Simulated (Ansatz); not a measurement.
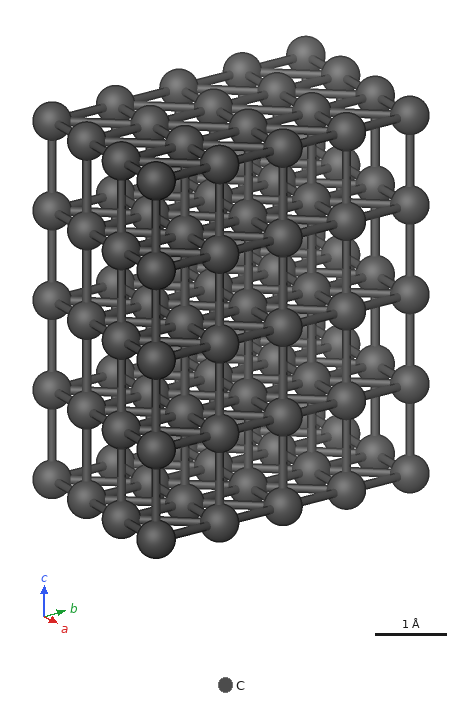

**Figure 1.** The structure (ball-and-stick view of the cell of the calculation, repeated 3 × 4 × 4, seen slightly off an axis). Near neighbours in the crystal (not all of them lie inside the picture): C has 8 C at 1.30 to 1.42 Å.

**Run report: C, band-structure calculation**

System: C (1 atom in the cell).
Method: DFT, PBE, PAW with Ansatz's default frozen-core files, scalar-relativistic, no spin polarisation (Ansatz 0.2.0).

It belongs to a series of runs on one base structure; here: volume scaled by 0.4, PAW files.

### The program's output
```
Engine: ansatz 0.2.0, x86_64-unknown-linux-gnu
Pseudopotentials: kind: paw
Pseudopotential: C, paw, valence charge 4, recommended cutoff 420 eV (normal), C.paw.azcp
Functional definition: PBE
  parameter kappa = 0.804
  parameter beta = 0.06672455060314922
  exchange = pbe_x(kappa = kappa, mu = beta*pi^2/3)
  correlation = pbe_c(beta = beta)
Crystal: 1 atoms, lattice volume = 2.263 Å³
Basis set: ecut = 420 eV, 47 PW (Γ), exchange–correlation on 20×20×18 points (8 copies of the dense FFT grid, shifted against one another)
Bands: 6, of which v1, the nominal top of the filled ones, is band 2 counted from 1 (1 counted from 0)
Symmetry: 24 space group operations
Space group: P6/mmm (ITA 191), of the structure as read, at distance tolerance 1.3e-5 Å
k-points: 732 of 12672
Non-local potential: C, projectors of the file, l = 0: 2, l = 1: 2, l = 2: 1
PAW form: soft (Blöchl's): semilocal exchange-correlation on the pseudo side does not see the compensation charge
PAW one-centre angular grid: C, 110 points (default); XC on 64 Gauss nodes
Initial density: superposition of atomic densities (neutral atoms: chi_scale 0, normalization atom), corrected by the library's trained network
Initial wavefunctions: pseudopotential atomic-orbital guess
Functional: x = pbe(κ = 0.804, μ = 0.2195149727645171), c = pbe(β = 0.06672455060314922)
SCF iter   1: F=—  HF=-239.806559 eV  |F-HF|=—  |Δ(HF+E_count)|=         —  Δρ=2.29e-1  dr2=3.83e-1  ethr=1.77e-3  ⟨swp⟩=4.0  Hψ=31747  notcnv=0
preconditioner: auto → none  [metal: Δε(μ)=0.109 eV  Ē_g=45.766 eV  σ=0.100 eV  W_gap=0.26  n_scr=0 (ndim 8)  ℏωp=49.4 eV  f_vac=0.000  D(μ)=0.09/eV (n_scr^D=0)]
SCF iter   2: F=—  HF=-239.734312 eV  |F-HF|=—  |Δ(HF+E_count)|=   7.22e-2  Δρ=1.03e-1  dr2=7.35e-2  ethr=1.77e-3  ⟨swp⟩=2.0  Hψ=13058  notcnv=0  defer=89
SCF iter   3: F=—  HF=-239.733421 eV  |F-HF|=—  |Δ(HF+E_count)|=   8.91e-4  Δρ=6.00e-3  dr2=1.40e-4  ethr=1.77e-3  ⟨swp⟩=2.7  Hψ=7896  notcnv=0  defer=89
SCF iter   4: F=—  HF=-239.733605 eV  |F-HF|=—  |Δ(HF+E_count)|=   1.83e-4  Δρ=2.83e-4  dr2=6.29e-7  ethr=3.50e-6  ⟨swp⟩=1.7  Hψ=4921  notcnv=0  defer=89
SCF iter   5: F=—  HF=-239.733605 eV  |F-HF|=—  |Δ(HF+E_count)|=   8.24e-7  Δρ=8.02e-6  dr2=3.85e-10  ethr=1.57e-8  ⟨swp⟩=1.8  Hψ=5193  notcnv=0  defer=89
SCF iter   6: F=-239.733605 eV  HF=-239.733605 eV  |F-HF|=1.08e-12  |Δ(HF+E_count)|=  1.65e-11  Δρ=7.51e-7  dr2=4.42e-12  ethr=9.63e-12  ⟨swp⟩=4.0  Hψ=19512  notcnv=0
SCF 1 converged in 6 iterations: F = -239.733605 eV  dr2 = 4.42e-12
  greatest PAW one-centre occupation: 0.833 electrons in one spin orbital (limit 2), on the C atom at site 0 (counted from 0), in its partial waves of l = 0
```

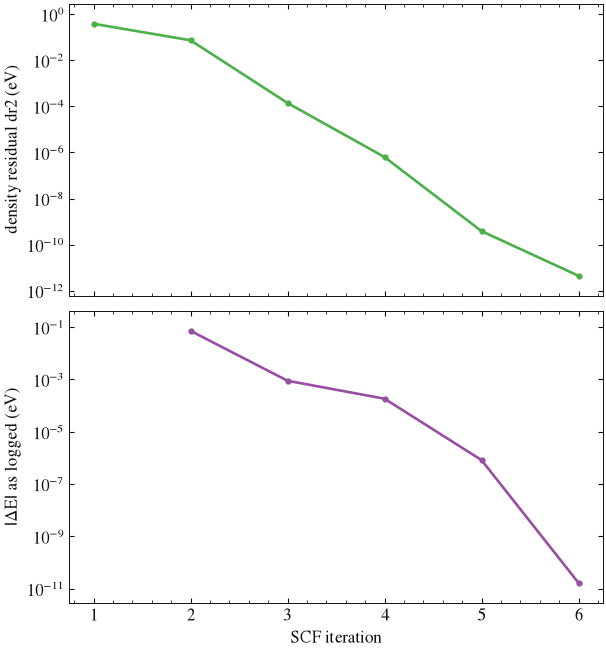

**Figure 2.** Convergence of the self-consistent field: density residual dr2 and size of the energy change against the SCF iteration. The residual falls at every step.

```
NSCF: frozen V_eff on 65 k-points
SCF converged after 6 iterations
Free energy (F): -239.733605 eV
Harris-Foulkes:  -239.733605 eV  (|F-HF|=1.08e-12)
Internal energy: -239.730789 eV  (E = F + TS)
E sigma→0 (E₀):  -239.732197 eV
Entropy (-TS):   -0.002817 eV (-2.817 meV/atom)
Fermi energy:    39.995150 eV
--- Per-component energies (eV) ---
  E_band       = 90.167863
  E_kinetic    = 130.884745
  E_local      = 3.272320  (includes V_loc(G=0)·N_el)
  E_nonlocal   = 35.283615
  E_hartree    = 1.584902
  E_xc         = -58.022600
  E_vxc        = -72.711917  (∫ρ·V_xc dr)
  E_paw        = -101.718077  (= ΣΔE_a)
  E_vpaw       = -9.730717  (= ΣTr[D̂ρ^β])
  E_aug_tail   = 0.000015  (compensation charges beyond the density's cutoff)
  E_ewald      = -251.015709
  E_smearing   = -0.002817  (= −TS)
  E_closure    = 0.000000  (closes the sum)
  Σ components = -239.733605   (vs F -239.733605, Δ=0.00e0)
--- Forces (eV/Å), atoms counted from 1 ---
  atom   1  C      0.00000000     0.00000000     0.00000000
  max |Σ_I F_I| component: 1.03e-33 eV/Å
--- Stress (GPa, compression-positive) ---
     1624.107876       0.000000       0.000000
        0.000000    1624.107876       0.000000
        0.000000       0.000000    1624.301356
  P = ⅓ Tr σ = 1624.1724 GPa (16241.724 kbar)
--- Band table (eV; the first three rows and the last of 732) ---
  k-point 0: bands = ["-1.0339", "59.9742", "62.4147", "62.4147", "79.3530", "92.0376"]
  k-point 1: bands = ["-0.9004", "58.1755", "62.5409", "62.5409", "81.4733", "92.2100"]
  k-point 2: bands = ["-0.5006", "54.1508", "62.9158", "62.9158", "86.4587", "92.7267"]
  k-point 731: bands = ["31.6074", "34.6740", "34.6740", "54.0832", "54.0832", "63.8128"]
--- Löwdin populations: 1 site ---
  site symbol       q [e]
     0      C      3.9738
  spilling = 0.006561 (of n_electrons = 4.000000)
```

### File dos.tsv
```
# E-E_F[eV]	g_bin_mean(E)[states/eV]	N(E)
# format = ansatz-dos/2
# fermi_ev = 39.995150
# fermi_mp_grid = 24 24 22
# fermi_mp_shift = 0 0 0
# tetrahedron_fermi_ev = 39.908271
# g_bin_mean(E): the states in a bin one row spacing wide, centred on E, divided by that spacing. States that the method places at a single energy (under output.dos.method: tetrahedron, those of a tetrahedron whose four corners have one energy) are counted whole in the row whose bin holds that energy (on the edge of two bins, in the lower row). The sum of g_bin_mean over a run of rows, times the row spacing, is the number of states from half a spacing under the first of them to half a spacing over the last (a plain sum, not the trapezoid rule).
-14.000000	1.570888e-1	2.133175e0
-13.800000	1.606497e-1	2.164923e0
-13.600000	1.643156e-1	2.197449e0
-13.400000	1.671425e-1	2.230605e0
-13.200000	1.683619e-1	2.264228e0
-13.000000	1.672933e-1	2.297800e0
-12.800000	1.684203e-1	2.331312e0
-12.600000	1.714638e-1	2.365240e0
-12.400000	1.754988e-1	2.399923e0
-12.200000	1.820239e-1	2.435573e0
-12.000000	1.967818e-1	2.473078e0
-11.800000	2.279330e-1	2.516996e0
-11.600000	2.082460e-1	2.559984e0
-11.400000	2.029333e-1	2.600918e0
-11.200000	2.001539e-1	2.641279e0
-11.000000	1.939672e-1	2.680661e0
-10.800000	1.900212e-1	2.719118e0
-10.600000	1.855898e-1	2.756677e0
-10.400000	1.817469e-1	2.793366e0
-10.200000	1.785931e-1	2.829413e0
-10.000000	1.746299e-1	2.864772e0
-9.800000	1.705563e-1	2.899246e0
-9.600000	1.662907e-1	2.932964e0
-9.400000	1.625127e-1	2.965817e0
-9.200000	1.595988e-1	2.998012e0
-9.000000	1.561053e-1	3.029614e0
-8.800000	1.527278e-1	3.060491e0
-8.600000	1.472940e-1	3.090541e0
-8.400000	1.414165e-1	3.119432e0
-8.200000	1.365022e-1	3.147164e0
-8.000000	1.321029e-1	3.174084e0
-7.800000	1.246199e-1	3.199815e0
-7.600000	1.146837e-1	3.223733e0
-7.400000	1.090055e-1	3.245992e0
-7.200000	1.065767e-1	3.267469e0
-7.000000	1.069830e-1	3.288879e0
-6.800000	1.035907e-1	3.309973e0
-6.600000	1.058110e-1	3.330722e0
-6.400000	1.044151e-1	3.351865e0
-6.200000	1.032704e-1	3.372616e0
-6.000000	1.040911e-1	3.393293e0
-5.800000	1.078350e-1	3.414381e0
-5.600000	1.124889e-1	3.436482e0
-5.400000	1.103765e-1	3.458996e0
-5.200000	1.087017e-1	3.480758e0
-5.000000	1.089061e-1	3.502505e0
-4.800000	1.097558e-1	3.524350e0
-4.600000	1.109224e-1	3.546443e0
-4.400000	1.096143e-1	3.568521e0
-4.200000	1.077850e-1	3.590321e0
-4.000000	1.052062e-1	3.611601e0
-3.800000	1.031073e-1	3.632422e0
-3.600000	1.016776e-1	3.652871e0
-3.400000	1.013845e-1	3.673171e0
-3.200000	1.008677e-1	3.693393e0
-3.000000	1.004941e-1	3.713533e0
-2.800000	1.000615e-1	3.733584e0
-2.600000	9.988089e-2	3.753572e0
-2.400000	9.995723e-2	3.773549e0
-2.200000	1.001920e-1	3.793571e0
-2.000000	9.917330e-2	3.813536e0
-1.800000	9.817867e-2	3.833260e0
-1.600000	9.750594e-2	3.852824e0
-1.400000	9.692234e-2	3.872267e0
-1.200000	9.682751e-2	3.891592e0
-1.000000	9.758314e-2	3.911067e0
-0.800000	9.741649e-2	3.930581e0
-0.600000	9.721340e-2	3.950028e0
-0.400000	9.755345e-2	3.969502e0
-0.200000	9.731493e-2	3.989008e0
0.000000	9.685131e-2	4.008423e0
0.200000	9.629657e-2	4.027744e0
0.400000	9.565919e-2	4.046936e0
0.600000	9.527764e-2	4.066026e0
0.800000	9.493800e-2	4.085044e0
1.000000	9.473133e-2	4.104008e0
1.200000	9.460433e-2	4.122940e0
1.400000	9.452953e-2	4.141852e0
1.600000	9.452260e-2	4.160755e0
1.800000	9.458692e-2	4.179665e0
2.000000	9.468779e-2	4.198591e0
2.200000	9.485177e-2	4.217544e0
2.400000	9.504370e-2	4.236534e0
2.600000	9.519392e-2	4.255558e0
2.800000	9.535384e-2	4.274613e0
3.000000	9.552331e-2	4.293700e0
3.200000	9.597632e-2	4.312831e0
3.400000	9.702610e-2	4.332127e0
3.600000	9.812063e-2	4.351653e0
3.800000	9.848801e-2	4.371324e0
4.000000	9.873098e-2	4.391046e0
4.200000	9.896888e-2	4.410816e0
4.400000	9.921071e-2	4.430634e0
4.600000	9.940782e-2	4.450498e0
4.800000	9.959269e-2	4.470395e0
5.000000	1.000784e-1	4.490352e0
5.200000	1.011318e-1	4.510449e0
5.400000	1.024039e-1	4.530822e0
5.600000	1.032356e-1	4.551388e0
5.800000	1.039676e-1	4.572111e0
6.000000	1.044866e-1	4.592958e0
6.200000	1.056570e-1	4.613935e0
6.400000	1.092063e-1	4.635367e0
6.600000	1.128236e-1	4.657595e0
6.800000	1.159033e-1	4.680478e0
7.000000	1.196867e-1	4.703938e0
7.200000	1.239720e-1	4.728501e0
7.400000	1.264476e-1	4.753422e0
7.600000	1.301056e-1	4.779086e0
7.800000	1.331977e-1	4.805434e0
8.000000	1.351317e-1	4.832312e0
```

### File rho_z.tsv
```
# z_ang	rho[e/angstrom^3]
# format = ansatz-planar-average/11
# lattice	1.415229619	0.000000000	0.000000000
# lattice	-0.707614809	1.225624802	0.000000000
# lattice	0.000000000	0.000000000	1.304480652
# sites	1
# site	6	0.000000000	0.000000000	0.000000000
0.000000	2.073090e0
0.144942	2.010851e0
0.289885	1.834132e0
0.434827	1.611481e0
0.579769	1.462178e0
0.724711	1.462178e0
0.869654	1.611481e0
1.014596	1.834132e0
1.159538	2.010851e0
```

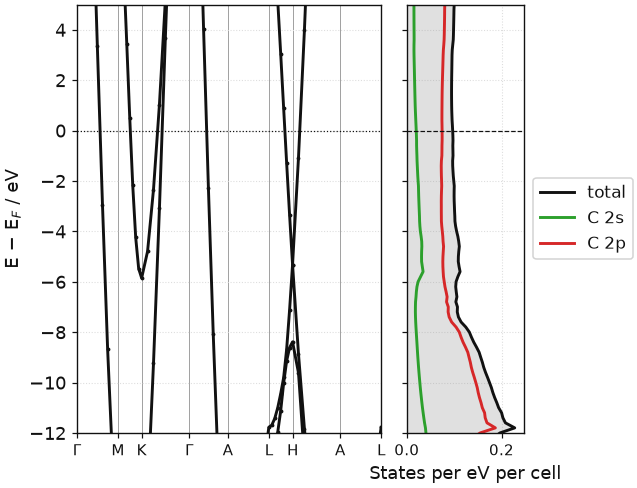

**Figure 3.** Band structure along Γ–M–K–Γ–A–L–H–A–L and density of states (projected on Löwdin-orthogonalised atomic shells), with energies from the Fermi level. Bands cross the Fermi level: a metal at this level of theory.

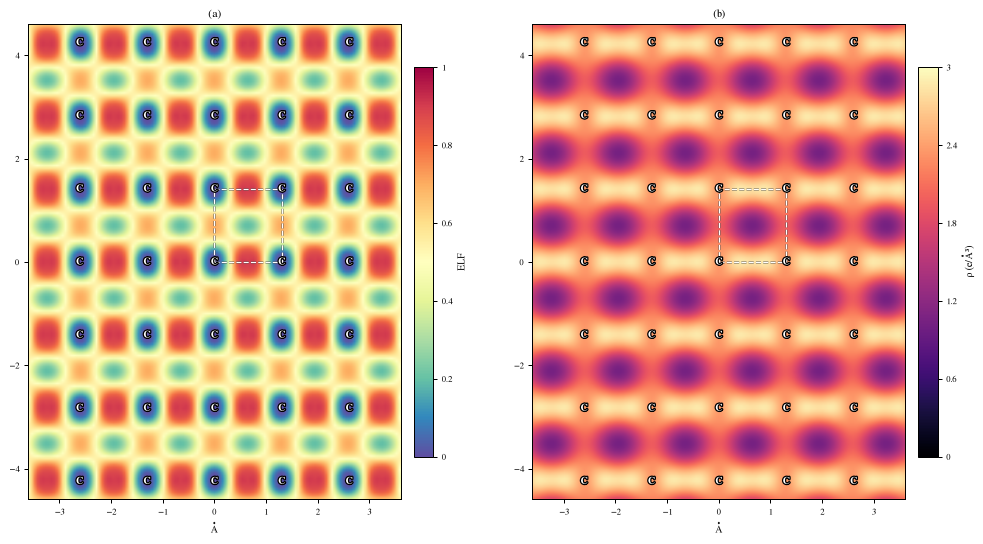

**Figure 4.** (a) ELF; (b) valence pseudo-density on the (11̄0) plane of the conventional cell. The section cuts through C sites. C–C (1.30 Å): ρ at the midpoint is about 2.8 e/Å³, a local maximum along the line; the ELF peaks at about 0.90 between the atoms (inside overlapping PAW spheres, so only a guide); a double or triple bond. C–C (1.42 Å): the density is about 2 e/Å³ at the midpoint; the ELF peaks at about 0.70 between the atoms. Away from the nuclei the density in this plane falls to 1 e/Å³ at its lowest. The fields are those of the smooth PAW valence density.

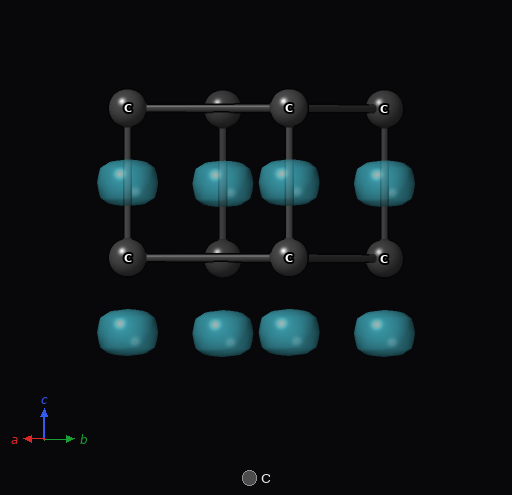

**Figure 5.** Isosurface of the electron localisation function at 0.8 (cyan), seen at an oblique angle. Only the valence region is drawn (cores and ρ < 0.01 e/Å³ removed). Sticks mark near contacts. The outline is the cell set on symmetry axes. Values along the shortest contacts: C–C (1.30 Å): the ELF peaks at about 0.90 between the atoms (inside overlapping PAW spheres, so only a guide); a multiple bond by its length, whose ELF region spreads away from the axis. C–C (1.42 Å): the ELF peaks at about 0.70 between the atoms.

The run was set up as follows.

### Input
```yaml
crystal:
  lattice:
    - [1.4152296186, 0.0, 0.0]
    - [-0.7076148093, 1.2256248019, 0.0]
    - [0.0, 0.0, 1.3044806519]
  atoms:
    - { symbol: C, position: [0.0, 0.0, 0.0] }
kpoints:
  mp_grid: { grid: [24, 24, 22] }
  band_path:
    path:
      - [0.0, 0.0, 0.0]
      - [0.5, 0.0, 0.0]
      - [0.3333333333, 0.3333333333, 0.0]
      - [0.0, 0.0, 0.0]
      - [0.0, 0.0, 0.5]
      - [0.5, 0.0, 0.5]
      - [0.3333333333, 0.3333333333, 0.5]
      - [0.0, 0.0, 0.5]
      - [0.5, 0.0, 0.5]
    npoints: 8
scf:
  occupations: { method: fermi_dirac, width: 0.1 }
hamiltonian:
  xc: pbe
  pseudopotentials: { kind: paw }
output:
  forces: true
  stress: true
  eigenvalues: true
  populations: true
  dos: { projected: true, de: 0.2, e_range: [-14, 8] }
  write_density: true
  write_potential: true
  elf: true
  volumetric_format: npy
```

Launch command:
```bash
ansatz run input.yaml --threads 1 --pin off --max-ram 2048MiB --backend cpu --events-out ev --progress --plain --runs-dir out
```

### Key numbers

| quantity | value |
| --- | --- |
| outcome | converged |
| space group (tolerance 0.01 Å) | P6/mmm (191) |
| electrons treated | 4 |
| free energy | −239.7336 eV |
| Fermi energy | 39.995 eV |
| pressure | 1624.17 GPa |
| electronic character | metal |
| largest force (length of the vector) | under 0.001 eV/Å |
| hardware | 1 thread of Intel Xeon (Sapphire Rapids), 32 GiB of memory available, shared host |
| wall time | 2.3 s |
| peak memory | 0.31 GiB |

### Remarks

The cell is under a pressure of 1624 GPa at this level, so it is not at its equilibrium volume.
